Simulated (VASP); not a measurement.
## Cu: optical-spectrum calculation (part 3 of 3)

Cu (Fm-3m, 1 atom in the cell); Kohn-Sham DFT of a periodic cell, r2SCAN, VASP PAW PBE potentials, recommended, no spin polarisation (VASP 6.6.1); cutoff 520 eV, 30×30×30 k-mesh, Gaussian smearing of 0.1 eV. The structure derives from an entry of the Crystallography Open Database.

Geometry of the input (Å; fractional positions):
```
0.0000  1.7908  1.7908
1.7908  -0.0000  1.7908
1.7908  1.7908  -0.0000
Cu 0.0000  0.0000  0.0000
```

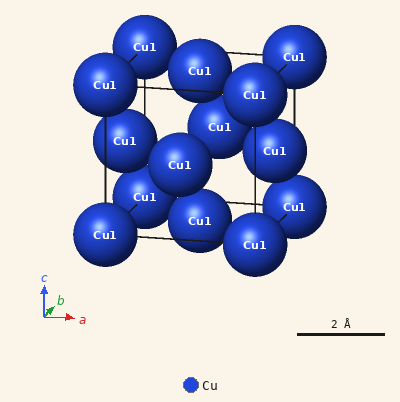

Fig. 1: The structure as given in the input (spheres-only view of the cell 4 times as large as that of the calculation, set on its symmetry axes, seen slightly off an axis; atoms are numbered from 1 in the order of the input).

### Parts of OUTCAR, continued
```
  frequency dependent IMAGINARY DIELECTRIC FUNCTION (independent particle, no local field effects) current-current
     E(ev)      X         Y         Z        XY        YZ        ZX
  --------------------------------------------------------------------------------------------------------------
     0.00000    23.05005    23.05005    23.05005     0.00000    -0.00000    -0.00000
     1.19858     1.67719     1.67719     1.67719     0.00000    -0.00000     0.00000
     2.39715     7.49205     7.49205     7.49205     0.00000     0.00000     0.00000
     3.59573     5.89585     5.89585     5.89585     0.00000     0.00000    -0.00000
     4.79430     5.83821     5.83821     5.83821    -0.00000     0.00000     0.00000
     5.99288     4.11292     4.11292     4.11292     0.00000    -0.00000    -0.00000
     7.19145     2.81704     2.81704     2.81704     0.00000    -0.00000     0.00000
     8.39003     2.48440     2.48440     2.48440     0.00000     0.00000    -0.00000
     9.58860     2.08829     2.08829     2.08829     0.00000    -0.00000     0.00000
    10.78718     1.53409     1.53409     1.53409    -0.00000     0.00000    -0.00000
    11.98575     1.57701     1.57701     1.57701    -0.00000    -0.00000    -0.00000
    13.18433     1.60223     1.60223     1.60223     0.00000    -0.00000     0.00000
    14.38290     1.58328     1.58328     1.58328    -0.00000    -0.00000    -0.00000
    15.58148     1.60845     1.60845     1.60845    -0.00000    -0.00000     0.00000
    16.78005     1.35281     1.35281     1.35281     0.00000    -0.00000    -0.00000
    17.97863     1.14637     1.14637     1.14637     0.00000     0.00000     0.00000
    19.17720     0.93139     0.93139     0.93139    -0.00000     0.00000    -0.00000
    20.37578     0.73451     0.73451     0.73451    -0.00000     0.00000     0.00000
    21.57435     0.68538     0.68538     0.68538    -0.00000    -0.00000     0.00000
    22.77293     0.63324     0.63324     0.63324     0.00000     0.00000     0.00000
    23.97150     0.69915     0.69915     0.69915     0.00000    -0.00000    -0.00000
    25.17008     0.96514     0.96514     0.96514     0.00000     0.00000     0.00000
    26.36865     0.87525     0.87525     0.87525    -0.00000    -0.00000     0.00000
    27.56723     0.66985     0.66985     0.66985    -0.00000     0.00000    -0.00000
    28.76580     0.48560     0.48560     0.48560     0.00000    -0.00000     0.00000
    29.96438     0.34656     0.34656     0.34656     0.00000    -0.00000     0.00000
    31.16295     0.36094     0.36094     0.36094    -0.00000    -0.00000    -0.00000
    32.36153     0.38211     0.38211     0.38211     0.00000    -0.00000    -0.00000
    33.56010     0.32481     0.32481     0.32481    -0.00000     0.00000     0.00000
    34.75868     0.33361     0.33361     0.33361     0.00000    -0.00000     0.00000
    35.95725     0.35500     0.35500     0.35500    -0.00000     0.00000    -0.00000
    37.15583     0.30724     0.30724     0.30724     0.00000     0.00000     0.00000
    38.35440     0.30683     0.30683     0.30683    -0.00000     0.00000     0.00000
    39.55298     0.29566     0.29566     0.29566     0.00000     0.00000     0.00000
    40.75155     0.27930     0.27930     0.27930     0.00000     0.00000    -0.00000
    41.95013     0.28316     0.28316     0.28316     0.00000     0.00000    -0.00000
    43.14870     0.28755     0.28755     0.28755     0.00000     0.00000    -0.00000
    44.34728     0.27102     0.27102     0.27102    -0.00000    -0.00000    -0.00000
    45.54585     0.26053     0.26053     0.26053    -0.00000    -0.00000    -0.00000
    46.74443     0.27210     0.27210     0.27210    -0.00000     0.00000    -0.00000
    47.94300     0.27304     0.27304     0.27304     0.00000     0.00000    -0.00000
    49.14158     0.28290     0.28290     0.28290     0.00000     0.00000    -0.00000
    50.34015     0.25108     0.25108     0.25108     0.00000     0.00000    -0.00000
    51.53873     0.23973     0.23973     0.23973     0.00000    -0.00000    -0.00000
    52.73730     0.22671     0.22671     0.22671    -0.00000    -0.00000     0.00000
    53.93588     0.21919     0.21919     0.21919     0.00000    -0.00000     0.00000
    55.13445     0.21175     0.21175     0.21175    -0.00000    -0.00000     0.00000
    56.33303     0.18692     0.18692     0.18692     0.00000     0.00000    -0.00000
    57.53160     0.17562     0.17562     0.17562    -0.00000     0.00000     0.00000
    58.73018     0.16587     0.16587     0.16587    -0.00000     0.00000    -0.00000
    59.92875     0.18951     0.18951     0.18951     0.00000     0.00000     0.00000
    61.12733     0.19550     0.19550     0.19550     0.00000     0.00000    -0.00000
    62.32590     0.20729     0.20729     0.20729    -0.00000    -0.00000    -0.00000
    63.52448     0.20639     0.20639     0.20639    -0.00000    -0.00000    -0.00000
    64.72305     0.18394     0.18394     0.18394    -0.00000     0.00000    -0.00000
    65.92163     0.15197     0.15197     0.15197    -0.00000     0.00000     0.00000
    67.12020     0.15560     0.15560     0.15560     0.00000    -0.00000    -0.00000
    68.31878     0.16307     0.16307     0.16307     0.00000     0.00000    -0.00000
    69.51735     0.15921     0.15921     0.15921     0.00000     0.00000     0.00000
    70.71593     0.17032     0.17032     0.17032     0.00000    -0.00000     0.00000
    71.91450     0.16976     0.16976     0.16976    -0.00000    -0.00000    -0.00000
    73.11308     0.20100     0.20100     0.20100     0.00000     0.00000    -0.00000
    74.31165     0.17914     0.17914     0.17914    -0.00000    -0.00000    -0.00000
    75.51023     0.16171     0.16171     0.16171     0.00000     0.00000     0.00000
    76.70880     0.15778     0.15778     0.15778    -0.00000    -0.00000    -0.00000
    77.90738     0.17107     0.17107     0.17107    -0.00000    -0.00000     0.00000
    79.10595     0.17175     0.17175     0.17175     0.00000    -0.00000    -0.00000
    80.30453     0.18260     0.18260     0.18260    -0.00000    -0.00000    -0.00000
    81.50310     0.30453     0.30453     0.30453    -0.00000    -0.00000     0.00000
    82.70168     0.39693     0.39693     0.39693     0.00000     0.00000     0.00000
    83.90025     0.41237     0.41237     0.41237     0.00000    -0.00000    -0.00000
    85.09883     0.15793     0.15793     0.15793    -0.00000    -0.00000    -0.00000
    86.29740     0.11044     0.11044     0.11044    -0.00000    -0.00000     0.00000
    87.49598     0.09763     0.09763     0.09763    -0.00000    -0.00000    -0.00000
    88.69455     0.11240     0.11240     0.11240    -0.00000    -0.00000     0.00000
    89.89313     0.07269     0.07269     0.07269    -0.00000    -0.00000     0.00000
    91.09170     0.02114     0.02114     0.02114    -0.00000    -0.00000     0.00000
    92.29028     0.00721     0.00721     0.00721    -0.00000     0.00000    -0.00000
    93.48885     0.00311     0.00311     0.00311     0.00000    -0.00000    -0.00000
    94.68743     0.00203     0.00203     0.00203     0.00000     0.00000    -0.00000
    95.88600     0.00129     0.00129     0.00129    -0.00000     0.00000     0.00000
    97.08458     0.00070     0.00070     0.00070     0.00000     0.00000    -0.00000
    98.28315     0.00055     0.00055     0.00055    -0.00000    -0.00000    -0.00000
    99.48173     0.00036     0.00036     0.00036    -0.00000    -0.00000    -0.00000
   100.68030     0.00029     0.00029     0.00029    -0.00000    -0.00000    -0.00000
   101.87888     0.00025     0.00025     0.00025    -0.00000    -0.00000    -0.00000
   103.07745     0.00021     0.00021     0.00021    -0.00000    -0.00000    -0.00000
   104.27603     0.00019     0.00019     0.00019    -0.00000    -0.00000    -0.00000
   105.47460     0.00016     0.00016     0.00016    -0.00000    -0.00000    -0.00000
   106.67318     0.00014     0.00014     0.00014    -0.00000    -0.00000    -0.00000
   107.87175     0.00013     0.00013     0.00013    -0.00000    -0.00000    -0.00000
   109.07033     0.00012     0.00012     0.00012    -0.00000    -0.00000    -0.00000
   110.26890     0.00010     0.00010     0.00010    -0.00000    -0.00000    -0.00000
   111.46748     0.00009     0.00009     0.00009    -0.00000    -0.00000    -0.00000
   112.66605     0.00008     0.00008     0.00008    -0.00000    -0.00000    -0.00000
   113.86463     0.00008     0.00008     0.00008    -0.00000    -0.00000    -0.00000
   115.06320     0.00007     0.00007     0.00007    -0.00000    -0.00000    -0.00000
   116.26178     0.00006     0.00006     0.00006    -0.00000    -0.00000    -0.00000
   117.46035     0.00006     0.00006     0.00006    -0.00000    -0.00000    -0.00000
   118.65893     0.00005     0.00005     0.00005    -0.00000    -0.00000    -0.00000

  frequency dependent      REAL DIELECTRIC FUNCTION (independent particle, no local field effects) current-current
     E(ev)        X           Y           Z          XY          YZ          ZX
  --------------------------------------------------------------------------------------------------------------
     0.00000     7.87794     7.87794     7.87794     0.00000    -0.00000    -0.00000
     1.19858     9.13905     9.13905     9.13905     0.00000    -0.00000     0.00000
     2.39715     6.76260     6.76260     6.76260     0.00000     0.00000    -0.00000
     3.59573     3.55616     3.55616     3.55616     0.00000    -0.00000     0.00000
     4.79430     2.96777     2.96777     2.96777     0.00000    -0.00000    -0.00000
     5.99288     0.29492     0.29492     0.29492    -0.00000    -0.00000     0.00000
     7.19145     0.73007     0.73007     0.73007     0.00000     0.00000    -0.00000
     8.39003     0.62702     0.62702     0.62702    -0.00000    -0.00000     0.00000
     9.58860     0.61763     0.61763     0.61763     0.00000     0.00000    -0.00000
    10.78718     0.76350     0.76350     0.76350    -0.00000     0.00000     0.00000
    11.98575     0.96895     0.96895     0.96895     0.00000     0.00000     0.00000
    13.18433     1.02110     1.02110     1.02110     0.00000     0.00000    -0.00000
    14.38290     0.88963     0.88963     0.88963    -0.00000    -0.00000     0.00000
    15.58148     0.78142     0.78142     0.78142     0.00000     0.00000    -0.00000
    16.78005     0.48485     0.48485     0.48485     0.00000     0.00000    -0.00000
    17.97863     0.52769     0.52769     0.52769    -0.00000    -0.00000     0.00000
    19.17720     0.47495     0.47495     0.47495    -0.00000    -0.00000     0.00000
    20.37578     0.54963     0.54963     0.54963    -0.00000     0.00000    -0.00000
    21.57435     0.66018     0.66018     0.66018    -0.00000    -0.00000     0.00000
    22.77293     0.76067     0.76067     0.76067     0.00000    -0.00000    -0.00000
    23.97150     0.93705     0.93705     0.93705     0.00000     0.00000    -0.00000
    25.17008     0.81312     0.81312     0.81312    -0.00000    -0.00000     0.00000
    26.36865     0.54582     0.54582     0.54582    -0.00000    -0.00000     0.00000
    27.56723     0.46079     0.46079     0.46079     0.00000    -0.00000     0.00000
    28.76580     0.49703     0.49703     0.49703    -0.00000    -0.00000     0.00000
    29.96438     0.60747     0.60747     0.60747    -0.00000    -0.00000    -0.00000
    31.16295     0.76042     0.76042     0.76042    -0.00000    -0.00000     0.00000
    32.36153     0.70405     0.70405     0.70405     0.00000     0.00000     0.00000
    33.56010     0.73426     0.73426     0.73426     0.00000     0.00000    -0.00000
    34.75868     0.78795     0.78795     0.78795    -0.00000     0.00000    -0.00000
    35.95725     0.78857     0.78857     0.78857    -0.00000     0.00000     0.00000
    37.15583     0.79094     0.79094     0.79094    -0.00000     0.00000    -0.00000
    38.35440     0.79949     0.79949     0.79949    -0.00000     0.00000    -0.00000
    39.55298     0.79106     0.79106     0.79106    -0.00000    -0.00000     0.00000
    40.75155     0.83280     0.83280     0.83280     0.00000     0.00000    -0.00000
    41.95013     0.82671     0.82671     0.82671    -0.00000     0.00000    -0.00000
    43.14870     0.81840     0.81840     0.81840    -0.00000    -0.00000    -0.00000
    44.34728     0.86566     0.86566     0.86566    -0.00000    -0.00000    -0.00000
    45.54585     0.84745     0.84745     0.84745     0.00000     0.00000     0.00000
    46.74443     0.84451     0.84451     0.84451     0.00000    -0.00000    -0.00000
    47.94300     0.86450     0.86450     0.86450     0.00000     0.00000     0.00000
    49.14158     0.84491     0.84491     0.84491     0.00000     0.00000     0.00000
    50.34015     0.84712     0.84712     0.84712     0.00000     0.00000     0.00000
    51.53873     0.83319     0.83319     0.83319    -0.00000    -0.00000     0.00000
    52.73730     0.84017     0.84017     0.84017    -0.00000    -0.00000     0.00000
    53.93588     0.84086     0.84086     0.84086    -0.00000    -0.00000     0.00000
    55.13445     0.83474     0.83474     0.83474     0.00000     0.00000    -0.00000
    56.33303     0.86344     0.86344     0.86344     0.00000    -0.00000    -0.00000
    57.53160     0.85634     0.85634     0.85634    -0.00000     0.00000    -0.00000
    58.73018     0.87556     0.87556     0.87556     0.00000     0.00000    -0.00000
    59.92875     0.90102     0.90102     0.90102    -0.00000     0.00000    -0.00000
    61.12733     0.89300     0.89300     0.89300    -0.00000     0.00000    -0.00000
    62.32590     0.89784     0.89784     0.89784    -0.00000    -0.00000    -0.00000
    63.52448     0.86268     0.86268     0.86268     0.00000     0.00000     0.00000
    64.72305     0.84651     0.84651     0.84651     0.00000     0.00000     0.00000
    65.92163     0.86942     0.86942     0.86942     0.00000    -0.00000     0.00000
    67.12020     0.88528     0.88528     0.88528     0.00000     0.00000    -0.00000
    68.31878     0.90166     0.90166     0.90166     0.00000    -0.00000     0.00000
    69.51735     0.91295     0.91295     0.91295     0.00000     0.00000     0.00000
    70.71593     0.92304     0.92304     0.92304    -0.00000     0.00000    -0.00000
    71.91450     0.90743     0.90743     0.90743     0.00000     0.00000    -0.00000
    73.11308     0.89950     0.89950     0.89950     0.00000     0.00000     0.00000
    74.31165     0.88472     0.88472     0.88472     0.00000    -0.00000     0.00000
    75.51023     0.89052     0.89052     0.89052    -0.00000    -0.00000    -0.00000
    76.70880     0.91301     0.91301     0.91301    -0.00000    -0.00000    -0.00000
    77.90738     0.91955     0.91955     0.91955    -0.00000    -0.00000     0.00000
    79.10595     0.91687     0.91687     0.91687    -0.00000     0.00000     0.00000
    80.30453     0.96885     0.96885     0.96885    -0.00000    -0.00000     0.00000
    81.50310     0.99236     0.99236     0.99236     0.00000     0.00000     0.00000
    82.70168     0.89348     0.89348     0.89348     0.00000     0.00000    -0.00000
    83.90025     0.67109     0.67109     0.67109    -0.00000     0.00000    -0.00000
    85.09883     0.60472     0.60472     0.60472    -0.00000    -0.00000     0.00000
    86.29740     0.70199     0.70199     0.70199    -0.00000    -0.00000    -0.00000
    87.49598     0.72580     0.72580     0.72580     0.00000     0.00000     0.00000
    88.69455     0.74116     0.74116     0.74116    -0.00000     0.00000     0.00000
    89.89313     0.71680     0.71680     0.71680     0.00000     0.00000     0.00000
    91.09170     0.73468     0.73468     0.73468     0.00000     0.00000    -0.00000
    92.29028     0.77128     0.77128     0.77128     0.00000     0.00000    -0.00000
    93.48885     0.79579     0.79579     0.79579     0.00000     0.00000     0.00000
    94.68743     0.81353     0.81353     0.81353     0.00000     0.00000     0.00000
    95.88600     0.82674     0.82674     0.82674     0.00000     0.00000     0.00000
    97.08458     0.83805     0.83805     0.83805     0.00000     0.00000     0.00000
    98.28315     0.84750     0.84750     0.84750     0.00000     0.00000     0.00000
    99.48173     0.85572     0.85572     0.85572     0.00000     0.00000     0.00000
   100.68030     0.86294     0.86294     0.86294     0.00000     0.00000     0.00000
   101.87888     0.86935     0.86935     0.86935     0.00000     0.00000     0.00000
   103.07745     0.87511     0.87511     0.87511     0.00000     0.00000     0.00000
   104.27603     0.88034     0.88034     0.88034     0.00000     0.00000     0.00000
   105.47460     0.88511     0.88511     0.88511     0.00000     0.00000     0.00000
   106.67318     0.88951     0.88951     0.88951     0.00000     0.00000     0.00000
   107.87175     0.89357     0.89357     0.89357     0.00000     0.00000     0.00000
   109.07033     0.89734     0.89734     0.89734     0.00000     0.00000     0.00000
   110.26890     0.90085     0.90085     0.90085     0.00000     0.00000     0.00000
   111.46748     0.90414     0.90414     0.90414     0.00000     0.00000     0.00000
   112.66605     0.90722     0.90722     0.90722     0.00000     0.00000     0.00000
   113.86463     0.91012     0.91012     0.91012     0.00000     0.00000     0.00000
   115.06320     0.91285     0.91285     0.91285     0.00000     0.00000     0.00000
   116.26178     0.91544     0.91544     0.91544     0.00000     0.00000     0.00000
   117.46035     0.91788     0.91788     0.91788     0.00000     0.00000     0.00000
   118.65893     0.92020     0.92020     0.92020     0.00000     0.00000     0.00000
```

### CONTCAR
```
Cu
   1.00000000000000
     0.0000000000000000    1.7907529338999999    1.7907529338999999
     1.7907529338999999    0.0000000000000000    1.7907529338999999
     1.7907529338999999    1.7907529338999999    0.0000000000000000
  Cu
     1
Direct
     0.0000000000000000    0.0000000000000000    0.0000000000000000

  0.00000000E+00  0.00000000E+00  0.00000000E+00
```

### Results in brief

```json
{"quantity": "outcome", "value": "converged"}
{"quantity": "space group (tolerance 0.01 Å)", "value": "Fm-3m (225)"}
{"quantity": "electrons treated", "value": "11"}
{"quantity": "free energy", "value": "−10.8277 eV"}
{"quantity": "Fermi energy of the self-consistent step", "value": "7.772 eV"}
{"quantity": "gap on the k-point mesh", "value": "none (metallic)"}
{"quantity": "pressure", "value": "−0.03 GPa"}
{"quantity": "largest force (length of the vector)", "value": "under 0.001 eV/Å"}
{"quantity": "hardware", "value": "1 thread of Intel Xeon (Granite Rapids), 64 GiB of memory available, shared host"}
{"quantity": "wall time", "value": "9.7 min"}
{"quantity": "peak memory", "value": "0.42 GiB"}
```
